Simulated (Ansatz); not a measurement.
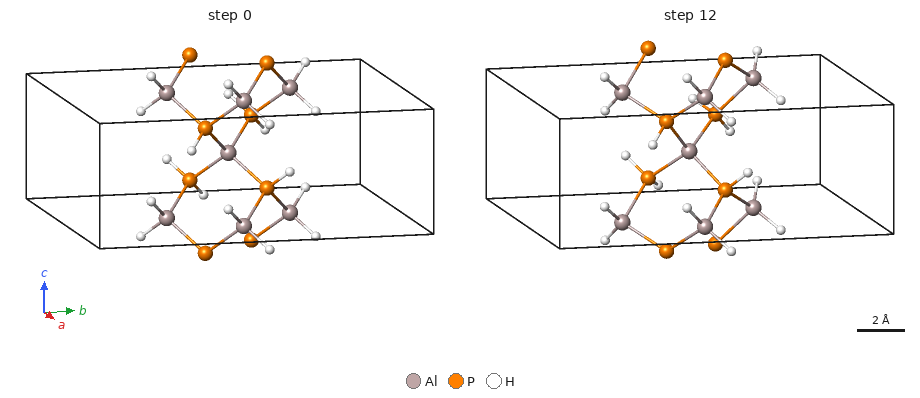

The structure of a wire of composition AlPH$_{3}$ before (left) and after (right) a relaxation, at one scale.

The picture is a ball-and-stick view of the cell of the calculation, with the vacuum cut short, seen slightly off an axis.

Case: wire along [0 0 1], 8 atoms a period, capped with H.

The calculation used DFT PBE, scalar-relativistic, plane waves, PAW in Ansatz 0.2.0. Set-up: plane-wave cutoff 420 eV; k-point mesh 1 × 1 × 6; occupations gaussian; smearing width 0.05 eV; no spin polarisation; cell relaxed at fixed a, b, alpha, beta, gamma; force threshold 0.02 eV/Å; at most 45 steps.

Question: What changed between the two?

Answer: After 11 accepted moves (12 points after the start) the energy has fallen by 0.938 eV per cell of the calculation. Largest force component: 1.4 eV/Å at the start, 0.0036 eV/Å at the end. At 1 point the geometry stayed and the basis and grid were re-selected for the new cell (energy shift of 8.2 meV per cell of the calculation at most each time). The largest moves relative to the centre of the atoms, 0.49 Å, are those of H atoms. Largest moves by element: H 0.49 Å, Al 0.28 Å, P 0.26 Å. Along the periodic axis the drawn cell goes c 5.507 → 5.708 Å (+3.7 %). Near-neighbour distances that change, for instance: Al–P 2.385 → 2.469 Å, Al–P 2.385 → 2.443 Å, Al–P 2.385 → 2.422 Å, Al–P 2.385 → 2.361 Å. Bond angles that change, for instance: H–Al–H 109.5° → 123.3°, P–Al–P 109.5° → 97.7°, Al–P–Al 109.5° → 120.5°. Cost: 110 s on 4 threads of Arm Neoverse V2 (shared host), peak memory 1.6 GiB.
